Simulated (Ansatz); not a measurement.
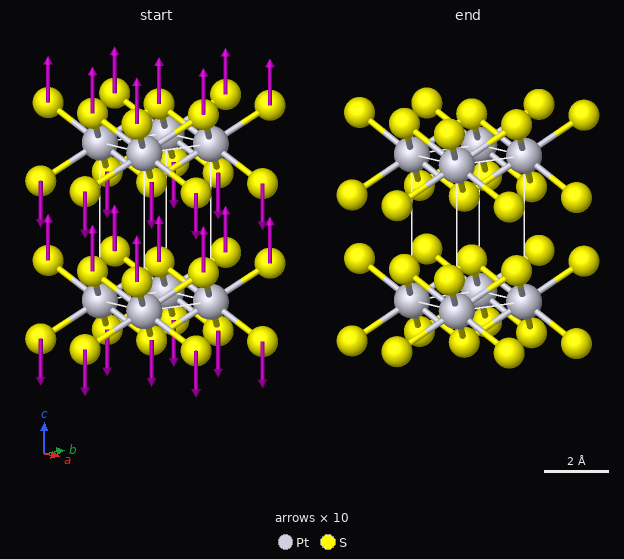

The structure of crystalline PtS$_{2}$ (set up in P-3m1) before (left) and after (right) a relaxation, at one scale. The purple arrows give the displacements (the part carried along by the change of the cell is left out), 10 times their true length.

Style: ball-and-stick. Shown: the cell of the calculation, slightly off an axis.

The run lets cell and atoms move.

The calculation used Kohn-Sham DFT of a periodic cell, PBE with D3(BJ), Ansatz PAW in Ansatz 0.2.0.

Input
```yaml
crystal:
  lattice:
    - [3.5432, 0.0, 0.0]
    - [-1.7716, 3.0685012107, 0.0]
    - [0.0, 0.0, 5.0388]
  atoms:
    - { symbol: Pt, position: [0.0, 0.0, 0.0] }
    - { symbol: S, position: [0.6666666667, 0.3333333333, 0.773] }
    - { symbol: S, position: [0.3333333333, 0.6666666667, 0.227] }
hamiltonian:
  xc: pbe
  pseudopotentials: { kind: paw }
  dispersion: d3bj
kpoints:
  mp_grid: { grid: [9, 9, 5] }
scf:
  occupations: { method: fermi_dirac, width: 0.05 }
output:
  forces: true
  stress: true
relax:
  f_tol: 0.01
  max_steps: 40
  cell: { stress_tol: 0.05 }
```

Run as
```bash
ansatz run input.yaml --threads 2 --pin off --max-ram 5632MiB --backend cpu --events-out ev --progress --plain --runs-dir out
```

### Describe what moved and what it gained.

The largest moves relative to the cell, 0.15 Å, are those of S atoms. Pt stays in place. The drawn cell changes as follows: a = b 3.543 → 3.584 Å (+1.1 %), c 5.039 → 4.658 Å (−7.6 %); the volume changes by −5.4 %. Near-neighbour distances that change, for instance: Pt–S 2.344 → 2.395 Å. The space group stays P-3m1 (No. 164). The energy falls by 47.5 meV per atom in 5 accepted moves (6 points after the start). Largest force component: 1.3 eV/Å at the start, 0.004 eV/Å at the end. The pressure goes from 7.76 to −0.04 GPa. At 1 point the geometry stayed and the basis and grid were re-selected for the new cell (energy shift of 0.2 meV per atom at most each time). The run took 8.3 s on 2 threads of Intel(R) Xeon(R) Platinum 8259CL CPU @ 2.50GHz (Skylake/Cascade Lake) (shared host), peak memory 0.41 GiB.
